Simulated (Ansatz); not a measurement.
Geometry relaxation of LiH (part 2 of 2)

The same run, continued: LiH (Fm-3m, 8 atoms in the cell); DFT, r2SCAN+rVV10, plane waves, PAW, no spin polarisation (Ansatz 0.2.0); cutoff 500 eV, 6×6×6 k-mesh, Fermi–Dirac smearing of 0.03 eV. The structure was built on a prototype by a generator. The geometry comes from this level: PBEsol.

Geometry of the input (Å; fractional positions):
```
3.9823  0.0000  0.0000
0.0000  3.9823  0.0000
0.0000  0.0000  3.9823
Li 0.7500  0.7500  0.2500
Li 0.7500  0.2500  0.7500
Li 0.2500  0.7500  0.7500
Li 0.2500  0.2500  0.2500
H  0.2500  0.2500  0.7500
H  0.2500  0.7500  0.2500
H  0.7500  0.2500  0.2500
H  0.7500  0.7500  0.7500
```

Output, continued:
```
--- Forces (eV/Å), atoms counted from 1 ---
  atom   1  Li    -0.00119121     0.00119121    -0.00119121
  atom   2  Li     0.00119121    -0.00119121    -0.00119121
  atom   3  Li    -0.00119121    -0.00119121     0.00119121
  atom   4  Li     0.00119121     0.00119121     0.00119121
  atom   5  H      0.00169141    -0.00169141     0.00169141
  atom   6  H     -0.00169141     0.00169141     0.00169141
  atom   7  H      0.00169141     0.00169141    -0.00169141
  atom   8  H     -0.00169141    -0.00169141    -0.00169141
  max |Σ_I F_I| component: 6.51e-19 eV/Å
--- Stress (GPa, compression-positive) ---
        0.000393      -0.000000       0.000000
       -0.000000       0.000393      -0.000000
        0.000000      -0.000000       0.000393
  P = ⅓ Tr σ = 0.0004 GPa (0.004 kbar)
--- Band table (eV; the first three rows and the last of 24) ---
  k-point 0: bands = ["-45.0484", "-44.9879", "-44.9879", "-44.9879", "-5.0839", "0.4899", "0.4899", "0.4899", "4.0789", "4.0789", "4.0789", "12.2257", "12.2257", "12.2257", "12.2257", "12.2257"]
  k-point 1: bands = ["-45.0442", "-44.9918", "-44.9878", "-44.9878", "-4.9093", "-0.6015", "0.4325", "0.4325", "4.3454", "4.3454", "5.6315", "10.5301", "10.5301", "12.4661", "12.4663", "12.4876"]
  k-point 2: bands = ["-45.0330", "-45.0027", "-44.9876", "-44.9876", "-4.3777", "-2.1847", "0.3217", "0.3217", "5.1432", "5.1432", "8.2924", "8.2924", "8.5407", "12.9638", "12.9638", "13.2696"]
  k-point 23: bands = ["-45.0019", "-45.0019", "-45.0019", "-45.0019", "-2.1441", "-2.1441", "-2.1441", "-2.1441", "6.0057", "6.0057", "6.0057", "6.0057", "15.4503", "15.4503", "15.4503", "15.4503"]
--- Relaxed structure (3 steps of the walk, 3 accepted, 1 SCFs on fresh bases) ---
  F+E_penalty+E_count = -887.61597550 eV   max|allowed force component| = 1.691e-3 eV/Å   (the final SCF, on the basis selected at the relaxed cell)
  cell:  # Å, volume = 63.9294 Å³
    - [3.998529343800344, -4.879022525780997e-33, -1.0271626370065257e-33]
    - [-5.1358131850326285e-33, 3.998529343800344, -1.0913603018194335e-33]
    - [-7.703719777548943e-34, -1.0913603018194335e-33, 3.998529343800344]
  atoms:
    - { symbol: Li, position: [0.7501347671302413, 0.7498652328697586, 0.2501347671302413] }
    - { symbol: Li, position: [0.7498652328697586, 0.2501347671302413, 0.7501347671302413] }
    - { symbol: Li, position: [0.2501347671302413, 0.7501347671302413, 0.7498652328697586] }
    - { symbol: Li, position: [0.24986523286975867, 0.24986523286975867, 0.24986523286975867] }
    - { symbol: H, position: [0.24982196977271354, 0.2501780302272864, 0.7498219697727135] }
    - { symbol: H, position: [0.2501780302272864, 0.7498219697727135, 0.24982196977271354] }
    - { symbol: H, position: [0.7498219697727135, 0.24982196977271354, 0.2501780302272864] }
    - { symbol: H, position: [0.7501780302272864, 0.7501780302272864, 0.7501780302272864] }
```

File v_z.tsv:
```
# z_ang	v_es[eV]	v_tot[eV]
# format = ansatz-planar-average/11
# xc	r2scan
# density_cutoff_ev	2500
# datasets	Li=:simpson_from_first_knot:soft	H=:simpson_from_first_knot:soft
# lattice	3.998529344	-0.000000000	-0.000000000
# lattice	-0.000000000	3.998529344	-0.000000000
# lattice	-0.000000000	-0.000000000	3.998529344
# sites	8
# site	3	2.999435878	2.998358138	1.000171206
# site	3	2.998358138	1.000171206	2.999435878
# site	3	1.000171206	2.999435878	2.998358138
# site	3	0.999093466	0.999093466	0.999093466
# site	1	0.998920477	1.000344195	2.998185149
# site	1	1.000344195	2.998185149	0.998920477
# site	1	2.998185149	0.998920477	1.000344195
# site	1	2.999608867	2.999608867	2.999608867
0.000000	3.354233e0	-3.118987e0
0.111070	3.287691e0	-3.551701e0
0.222141	3.053677e0	-4.213430e0
0.333211	2.494852e0	-5.115136e0
0.444281	1.566746e0	-6.284230e0
0.555351	4.159140e-1	-7.974330e0
0.666422	-1.060507e0	-1.024316e1
0.777492	-2.659284e0	-1.239351e1
0.888562	-3.907381e0	-1.406604e1
0.999632	-4.416788e0	-1.466109e1
1.110703	-3.907381e0	-1.406604e1
1.221773	-2.659284e0	-1.239351e1
1.332843	-1.060507e0	-1.024316e1
1.443913	4.159140e-1	-7.974330e0
1.554984	1.566746e0	-6.284230e0
1.666054	2.494852e0	-5.115136e0
1.777124	3.053677e0	-4.213430e0
1.888194	3.287691e0	-3.551701e0
1.999265	3.354233e0	-3.118987e0
2.110335	3.287691e0	-3.551701e0
2.221405	3.053677e0	-4.213430e0
2.332475	2.494852e0	-5.115136e0
2.443546	1.566746e0	-6.284230e0
2.554616	4.159140e-1	-7.974330e0
2.665686	-1.060507e0	-1.024316e1
2.776756	-2.659284e0	-1.239351e1
2.887827	-3.907381e0	-1.406604e1
2.998897	-4.416788e0	-1.466109e1
3.109967	-3.907381e0	-1.406604e1
3.221038	-2.659284e0	-1.239351e1
3.332108	-1.060507e0	-1.024316e1
3.443178	4.159140e-1	-7.974330e0
3.554248	1.566746e0	-6.284230e0
3.665319	2.494852e0	-5.115136e0
3.776389	3.053677e0	-4.213430e0
3.887459	3.287691e0	-3.551701e0
```

Trajectory as extended XYZ (Å, eV, eV/Å), 4 frames, from step=1 to step=4:
```
8
Lattice="3.9823 0.0000 0.0000 0.0000 3.9823 0.0000 0.0000 0.0000 3.9823" Properties=species:S:1:pos:R:3:forces:R:3 step=1 energy=-887.61488 pressure_GPa=0.46
Li    2.9868    2.9866    0.9957   -0.0002   0.0002  -0.0002
Li    2.9866    0.9957    2.9868    0.0002  -0.0002  -0.0002
Li    0.9957    2.9868    2.9866   -0.0002  -0.0002   0.0002
Li    0.9955    0.9955    0.9955    0.0002   0.0002   0.0002
H     0.9954    0.9957    2.9866    0.0003  -0.0003   0.0003
H     0.9957    2.9866    0.9954   -0.0003   0.0003   0.0003
H     2.9866    0.9954    0.9957    0.0003   0.0003  -0.0003
H     2.9869    2.9869    2.9869   -0.0003  -0.0003  -0.0003
8
Lattice="3.9954 0.0000 0.0000 0.0000 3.9954 0.0000 0.0000 0.0000 3.9954" Properties=species:S:1:pos:R:3:forces:R:3 step=2 energy=-887.61578 pressure_GPa=0.08
Li    2.9964    2.9968    0.9987    0.0005  -0.0005   0.0005
Li    2.9968    0.9987    2.9964   -0.0005   0.0005   0.0005
Li    0.9987    2.9964    2.9968    0.0005   0.0005  -0.0005
Li    0.9991    0.9991    0.9991   -0.0005  -0.0005  -0.0005
H     0.9991    0.9986    2.9968   -0.0006   0.0006  -0.0006
H     0.9986    2.9968    0.9991    0.0006  -0.0006  -0.0006
H     2.9968    0.9991    0.9986   -0.0006  -0.0006   0.0006
H     2.9963    2.9963    2.9963    0.0006   0.0006   0.0006
8
Lattice="3.9985 0.0000 0.0000 0.0000 3.9985 0.0000 0.0000 0.0000 3.9985" Properties=species:S:1:pos:R:3:forces:R:3 step=3 energy=-887.61577 pressure_GPa=-0.00
Li    2.9994    2.9984    1.0002   -0.0012   0.0012  -0.0012
Li    2.9984    1.0002    2.9994    0.0012  -0.0012  -0.0012
Li    1.0002    2.9994    2.9984   -0.0012  -0.0012   0.0012
Li    0.9991    0.9991    0.9991    0.0012   0.0012   0.0012
H     0.9989    1.0003    2.9982    0.0017  -0.0017   0.0017
H     1.0003    2.9982    0.9989   -0.0017   0.0017   0.0017
H     2.9982    0.9989    1.0003    0.0017   0.0017  -0.0017
H     2.9996    2.9996    2.9996   -0.0017  -0.0017  -0.0017
8
Lattice="3.9985 0.0000 0.0000 0.0000 3.9985 0.0000 0.0000 0.0000 3.9985" Properties=species:S:1:pos:R:3:forces:R:3 step=4 energy=-887.61598 pressure_GPa=0.00
Li    2.9994    2.9984    1.0002   -0.0012   0.0012  -0.0012
Li    2.9984    1.0002    2.9994    0.0012  -0.0012  -0.0012
Li    1.0002    2.9994    2.9984   -0.0012  -0.0012   0.0012
Li    0.9991    0.9991    0.9991    0.0012   0.0012   0.0012
H     0.9989    1.0003    2.9982    0.0017  -0.0017   0.0017
H     1.0003    2.9982    0.9989   -0.0017   0.0017   0.0017
H     2.9982    0.9989    1.0003    0.0017   0.0017  -0.0017
H     2.9996    2.9996    2.9996   -0.0017  -0.0017  -0.0017
```

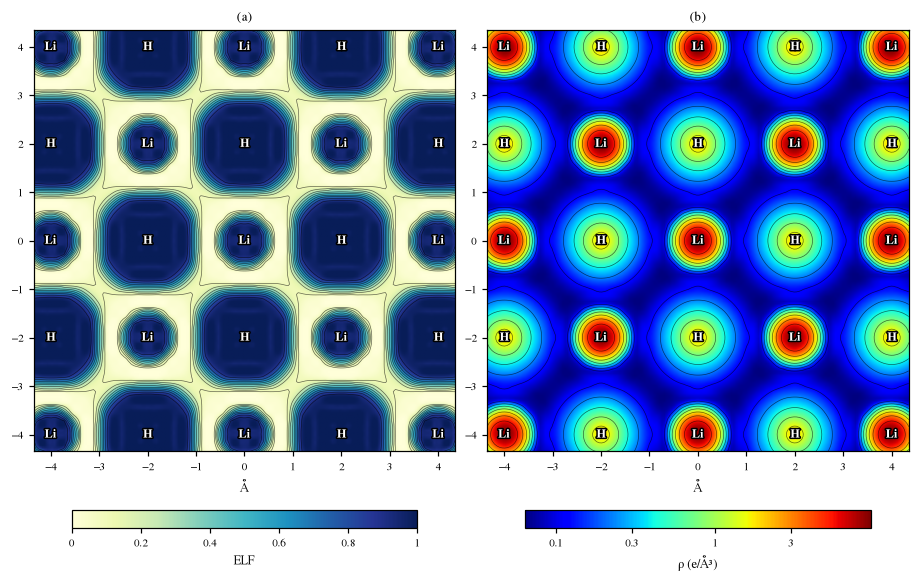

*(a) electron localisation function; (b) valence pseudo-density on the (100) plane of the conventional cell.*

The section cuts through Li and H sites. Li–H (2.00 Å): ρ is about 0.13 e/Å³ halfway; the ELF climbs to about 1 towards the hydrogen, as it does in any bond to H. Away from the nuclei the density in this plane falls to 0.06 e/Å³ at its lowest. The strong features right at Li lie inside the PAW spheres (semicore, d or f shells) and say nothing about bonding. Core electrons are frozen (PAW), so the fields are smoothed inside the atomic spheres.

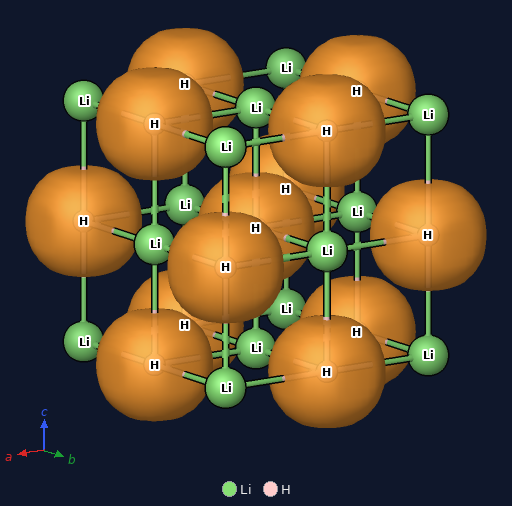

*Isosurface of the ELF at 0.8 (orange), seen at an oblique angle. Core shells and regions of very low density are left out. Sticks mark near contacts. The outline is the cell set on symmetry axes.*

Profiles from the grid: Li–H (2.00 Å): the ELF climbs to about 1 towards the hydrogen.

Results in brief:

| quantity | value |
| --- | --- |
| outcome | converged |
| space group (tolerance 0.01 Å) | Fm-3m (225) |
| electrons treated | 16 |
| free energy | −887.6160 eV |
| Fermi energy | 2.292 eV |
| gap on the k-point mesh | 3.59 eV |
| pressure | 0.00 GPa |
| final volume | 63.93 Å³ |
| largest force (length of the vector) at the end | 0.003 eV/Å |
| final cell | a = 3.999 Å, b = 3.999 Å, c = 3.999 Å, α = 90.00°, β = 90.00°, γ = 90.00° |
| wall time | 8.5 s (CPU time 32 s) |
| peak memory | 0.43 GiB |
